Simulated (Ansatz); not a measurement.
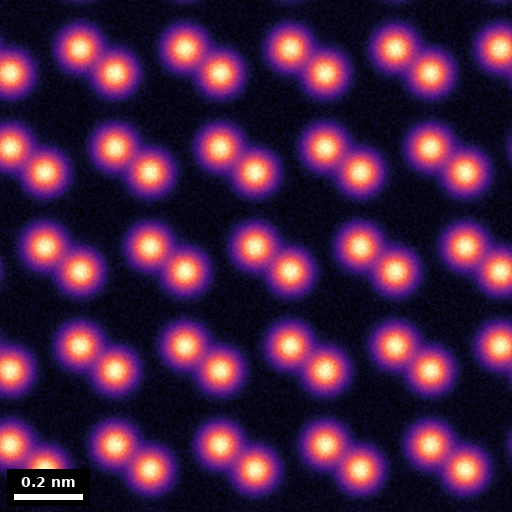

An image along [110] of one of the structures below (computed or model cells, partly hypothetical, each in its standard cell). The image is simulated as a sum over atoms of Z^1.6, blurred by a 0.75 Å probe (no channelling). The display is stretched by a gamma of 0.65; percentages refer to the linear signal. Shot noise was added.

A. Ni
Space group P6_3/mmc (No. 194). a = 2.446 Å, b = 2.446 Å, c = 4.034 Å, α = 90.00°, β = 90.00°, γ = 120.00°
| atom | site | symmetry | x | y | z |
| --- | --- | --- | --- | --- | --- |
| Ni | 2c | -6m2 | 0.3333 | 0.6667 | 0.2500 |

B. Ni
Space group Fd-3m:1 (No. 227). a = 5.026 Å, b = 5.026 Å, c = 5.026 Å, α = 90.00°, β = 90.00°, γ = 90.00°
```csv
atom,site,symmetry,x,y,z
Ni,8b,-43m,0.2500,0.2500,0.7500
```

C. Ni
Space group Pm-3m (No. 221). a = 2.290 Å, b = 2.290 Å, c = 2.290 Å, α = 90.00°, β = 90.00°, γ = 90.00°
```json
{"atom": "Ni", "site": "1a", "symmetry": "m-3m", "x": "0.0000", "y": "0.0000", "z": "0.0000"}
```

D. Ni
Space group Pm-3n (No. 223). a = 4.505 Å, b = 4.505 Å, c = 4.505 Å, α = 90.00°, β = 90.00°, γ = 90.00°
| atom | site | symmetry | x | y | z |
| --- | --- | --- | --- | --- | --- |
| Ni | 2a | m-3. | 0.0000 | 0.0000 | 0.0000 |
| Ni | 6c | -4m.2 | 0.2500 | 0.0000 | 0.5000 |

**Which of them gives this image?**

B, Ni. Along [110] the projected cells are A 2.12 × 4.03 Å, 90°; B 3.08 × 3.08 Å, 109°; C 1.62 × 2.29 Å, 90°; D 2.25 × 3.19 Å, 90°. The image repeats as B does.

Structure B: coordinates from a relaxation with Ansatz, DFT, r2SCAN, plane waves (500 eV) with PAW, scalar-relativistic; the starting structure was generated, so it need not be a known form of this composition.
